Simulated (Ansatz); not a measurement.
**What a change does: single-point calculation on SiO$_{2}$**

System: SiO$_{2}$ (6 atoms in the cell).
Method of the first run: DFT r2SCAN, scalar-relativistic, plane waves, PAW, no spin polarisation (Ansatz 0.2.0).

The structure derives from an entry of the Crystallography Open Database. Text and figures count atoms from 1; the logs count them from 0 in places.

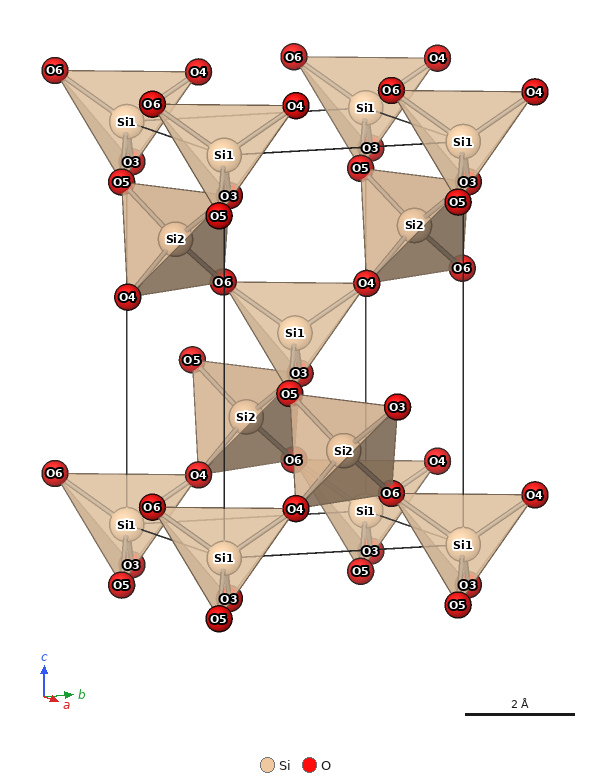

The structure as given in the input (polyhedral view of the cell 2 times as large as that of the calculation, set on its symmetry axes, seen slightly off an axis; polyhedra are completed across the faces of the cell; atoms are numbered from 1 in the order of the input). An atom can appear more than once, as a periodic image.

## Input file, the first run
```yaml
crystal:
  lattice:
    - [-2.37405, 2.37405, 3.744]
    - [2.37405, -2.37405, 3.744]
    - [2.37405, 2.37405, -3.744]
  atoms:
    - { symbol: Si, position: [0.0, 0.0, 0.0] }
    - { symbol: Si, position: [0.75, 0.25, 0.5] }
    - { symbol: O, position: [0.99838, 0.625, 0.87338] }
    - { symbol: O, position: [0.375, 0.24838, 0.37338] }
    - { symbol: O, position: [0.75162, 0.125, 0.12662] }
    - { symbol: O, position: [0.875, 0.00162, 0.62662] }
basis:
  ecutwfc: 500
kpoints:
  mp_grid: { grid: [1, 1, 1] }
hamiltonian:
  xc: r2scan
scf:
  occupations: { method: gaussian, width: 0.02 }
output:
  forces: true
  stress: true
  eigenvalues: true
```

Command:
```bash
ansatz run input.yaml --threads 1 --pin off --max-ram 2560MiB --backend cpu --events-out ev --progress --plain --runs-dir out
```

Hardware: 1 thread of Intel Xeon (Sapphire Rapids), 32 GiB of memory available, shared host.

## Output, shortened to warnings, some set-up lines, iterations and results (the first run)
```
Basis set: ecut = 500 eV, 2141 PW (Γ), exchange–correlation on 160×160×160 points (64 copies of the dense FFT grid, shifted against one another)
Symmetry: 8 space group operations
k-points: 1
Initial density: superposition of atomic densities (neutral atoms: chi_scale 0, normalization atom), corrected by the library's trained network
[...]
SCF iter   1: F=—  HF=-3558.674649 eV  |F-HF|=—  |Δ(HF+E_count)|=         —  Δρ=1.68e-2  dr2=2.03e-1  dr2_τ=6.04e-1  ethr=1.77e-3  ⟨swp⟩=6.0  Hψ=120  notcnv=0
SCF iter   2: F=—  HF=-3558.828697 eV  |F-HF|=—  |Δ(HF+E_count)|=   1.54e-1  Δρ=8.33e-3  dr2=1.84e-2  dr2_τ=6.46e-3  ethr=6.34e-4  ⟨swp⟩=3.0  Hψ=52  notcnv=0  defer=1
SCF iter   3: F=—  HF=-3558.828774 eV  |F-HF|=—  |Δ(HF+E_count)|=   7.63e-5  Δρ=3.14e-3  dr2=3.44e-3  dr2_τ=3.94e-4  ethr=5.76e-5  ⟨swp⟩=2.0  Hψ=38  notcnv=0
SCF iter   4: F=—  HF=-3558.829151 eV  |F-HF|=—  |Δ(HF+E_count)|=   3.77e-4  Δρ=1.08e-3  dr2=3.40e-4  dr2_τ=4.49e-5  ethr=1.08e-5  ⟨swp⟩=3.0  Hψ=38  notcnv=0
SCF iter   5: F=—  HF=-3558.829171 eV  |F-HF|=—  |Δ(HF+E_count)|=   2.01e-5  Δρ=1.78e-4  dr2=8.67e-6  dr2_τ=9.66e-7  ethr=1.06e-6  ⟨swp⟩=2.0  Hψ=36  notcnv=0
SCF iter   6: F=—  HF=-3558.829174 eV  |F-HF|=—  |Δ(HF+E_count)|=   3.08e-6  Δρ=1.85e-5  dr2=1.95e-7  dr2_τ=7.30e-9  ethr=2.71e-8  ⟨swp⟩=3.0  Hψ=37  notcnv=0
SCF iter   7: F=-3558.829174 eV  HF=-3558.829174 eV  |F-HF|=1.30e-9  |Δ(HF+E_count)|=   3.87e-8  Δρ=1.94e-6  dr2=1.48e-9  dr2_τ=9.93e-11  ethr=3.13e-10  ⟨swp⟩=6.0  Hψ=97  …
SCF 1 converged in 7 iterations: F = -3558.829174 eV  dr2 = 1.48e-9
SCF converged after 7 iterations
Free energy (F): -3558.829174 eV
Harris-Foulkes:  -3558.829174 eV  (|F-HF|=1.30e-9)
Internal energy: -3558.829174 eV  (E = F + TS)
E sigma→0 (E₀):  -3558.829174 eV
Fermi energy:    4.176127 eV
--- Per-component energies (eV) ---
  E_band       = -189.692606
  E_kinetic    = 811.539206
  E_local      = -2205.010400  (includes V_loc(G=0)·N_el)
  E_nonlocal   = 235.883574
  E_hartree    = 811.587230
  E_xc         = -399.763524
  E_vxc        = -529.178902  (∫ρ·V_xc dr)
  E_paw        = -1684.088532  (= ΣΔE_a)
  E_vpaw       = -159.533624  (= ΣTr[D̂ρ^β])
  E_aug_tail   = 0.004185  (compensation charges beyond the density's cutoff)
  E_vtau       = 33.429520  (kinetic-family band-sum trace: ∫τ·v_τ [+ j·A + Jᵃ·Aᵃ] dr)
  E_ewald      = -1128.700283
  E_core_change = -0.280630  (= ΣΔE_core)
  E_smearing   = -0.000000  (= −TS)
  E_closure    = -0.000000  (closes the sum)
  Σ components = -3558.829174   (vs F -3558.829174, Δ=0.00e0)
--- Forces (eV/Å), atoms counted from 1 ---
  atom   1  Si    -0.00000000     0.00000000    -0.00000000
  atom   2  Si    -0.00000000     0.00000000    -0.00000000
  atom   3  O      0.00000000     0.98415932     0.00000000
  atom   4  O      0.98415932     0.00000000     0.00000000
  atom   5  O     -0.00000000    -0.98415932     0.00000000
  atom   6  O     -0.98415932     0.00000000     0.00000000
  max |Σ_I F_I| component: 1.11e-16 eV/Å
--- Stress (GPa, compression-positive) ---
        0.618954       0.000000       0.000000
        0.000000       0.618954       0.000000
        0.000000       0.000000      -3.278475
  P = ⅓ Tr σ = -0.6802 GPa (-6.802 kbar)
```

For the second run the input was changed thus:
```diff
-  mp_grid: { grid: [1, 1, 1] }
+  mp_grid: { grid: [2, 2, 2], shift: [0.5, 0.5, 0.5] }
```

How does the second run compare with the first run?

The free energy of the second run is 216.0 meV per atom lower, which measures how much it depends on this numerical setting. The gap on the mesh goes from 6.65 to 7.92 eV. The pressure goes from −0.68 to −1.32 GPa. The largest force goes from 0.984 to 0.203 eV/Å. The SCF takes 6 iterations against 7. The irreducible k-points go from 1 to 3.

## Output, shortened to warnings, some set-up lines, iterations and results (the second run)
```
Basis set: ecut = 500 eV, 2141 PW (Γ), exchange–correlation on 160×160×160 points (64 copies of the dense FFT grid, shifted against one another)
Symmetry: 8 space group operations
k-points: 3 of 8 (time reversal used)
Initial density: superposition of atomic densities (neutral atoms: chi_scale 0, normalization atom), corrected by the library's trained network
[...]
SCF iter   1: F=—  HF=-3559.961500 eV  |F-HF|=—  |Δ(HF+E_count)|=         —  Δρ=7.16e-3  dr2=4.39e-2  dr2_τ=5.19e-1  ethr=1.77e-3  ⟨swp⟩=7.0  Hψ=393  notcnv=0
SCF iter   2: F=—  HF=-3560.125547 eV  |F-HF|=—  |Δ(HF+E_count)|=   1.64e-1  Δρ=4.48e-3  dr2=6.59e-3  dr2_τ=1.44e-3  ethr=1.37e-4  ⟨swp⟩=3.0  Hψ=162  notcnv=0  defer=6
SCF iter   3: F=—  HF=-3560.125276 eV  |F-HF|=—  |Δ(HF+E_count)|=   2.70e-4  Δρ=1.49e-3  dr2=1.00e-3  dr2_τ=1.07e-4  ethr=2.06e-5  ⟨swp⟩=3.0  Hψ=120  notcnv=0
SCF iter   4: F=—  HF=-3560.125238 eV  |F-HF|=—  |Δ(HF+E_count)|=   3.85e-5  Δρ=2.35e-4  dr2=3.07e-5  dr2_τ=3.25e-6  ethr=3.13e-6  ⟨swp⟩=2.0  Hψ=98  notcnv=0
SCF iter   5: F=—  HF=-3560.125233 eV  |F-HF|=—  |Δ(HF+E_count)|=   4.41e-6  Δρ=5.23e-5  dr2=1.22e-6  dr2_τ=1.28e-7  ethr=9.61e-8  ⟨swp⟩=2.0  Hψ=102  notcnv=0
SCF iter   6: F=-3560.125234 eV  HF=-3560.125234 eV  |F-HF|=1.06e-8  |Δ(HF+E_count)|=   6.42e-7  Δρ=1.04e-5  dr2=6.17e-8  dr2_τ=2.76e-9  ethr=3.13e-10  ⟨swp⟩=7.0  Hψ=302  …
SCF 1 converged in 6 iterations: F = -3560.125234 eV  dr2 = 6.17e-8
SCF converged after 6 iterations
Free energy (F): -3560.125234 eV
Harris-Foulkes:  -3560.125234 eV  (|F-HF|=1.06e-8)
Internal energy: -3560.125234 eV  (E = F + TS)
E sigma→0 (E₀):  -3560.125234 eV
Fermi energy:    4.588990 eV
--- Per-component energies (eV) ---
  E_band       = -194.996046
  E_kinetic    = 808.737712
  E_local      = -2199.813839  (includes V_loc(G=0)·N_el)
  E_nonlocal   = 235.673218
  E_hartree    = 807.520322
  E_xc         = -399.999264
  E_vxc        = -529.648017  (∫ρ·V_xc dr)
  E_paw        = -1683.266602  (= ΣΔE_a)
  E_vpaw       = -158.453792  (= ΣTr[D̂ρ^β])
  E_aug_tail   = 0.004132  (compensation charges beyond the density's cutoff)
  E_vtau       = 33.471584  (kinetic-family band-sum trace: ∫τ·v_τ [+ j·A + Jᵃ·Aᵃ] dr)
  E_ewald      = -1128.700283
  E_core_change = -0.280630  (= ΣΔE_core)
  E_smearing   = -0.000000  (= −TS)
  E_closure    = 0.000000  (closes the sum)
  Σ components = -3560.125234   (vs F -3560.125234, Δ=0.00e0)
--- Forces (eV/Å), atoms counted from 1 ---
  atom   1  Si     0.00000000    -0.00000000     0.00000000
  atom   2  Si     0.00000000     0.00000000     0.00000000
  atom   3  O      0.00000000    -0.20312576     0.00000000
  atom   4  O     -0.20312576    -0.00000000    -0.00000000
  atom   5  O     -0.00000000     0.20312576    -0.00000000
  atom   6  O      0.20312576    -0.00000000     0.00000000
  max |Σ_I F_I| component: 2.78e-17 eV/Å
--- Stress (GPa, compression-positive) ---
       -0.650198       0.000000       0.000000
        0.000000      -0.650198      -0.000000
        0.000000      -0.000000      -2.647979
  P = ⅓ Tr σ = -1.3161 GPa (-13.161 kbar)
```

## The two runs side by side

```tsv
quantity	the first run	the second run
outcome	converged	converged
free energy per atom (eV)	−593.1382	−593.3542
gap on the mesh (eV)	6.65	7.92
pressure (GPa)	−0.68	−1.32
largest force (eV/Å)	0.984	0.203
SCF iterations	7	6
irreducible k-points	1	3
plane waves at Γ	2141	2141
wall time (shared host)	2.2 s	2.5 s
```

For both runs: So coarse a mesh can miss the band edges, so the true gap of this method can be much smaller, or zero. The k-point mesh is coarse for a cell of this size, so the results may not be converged.
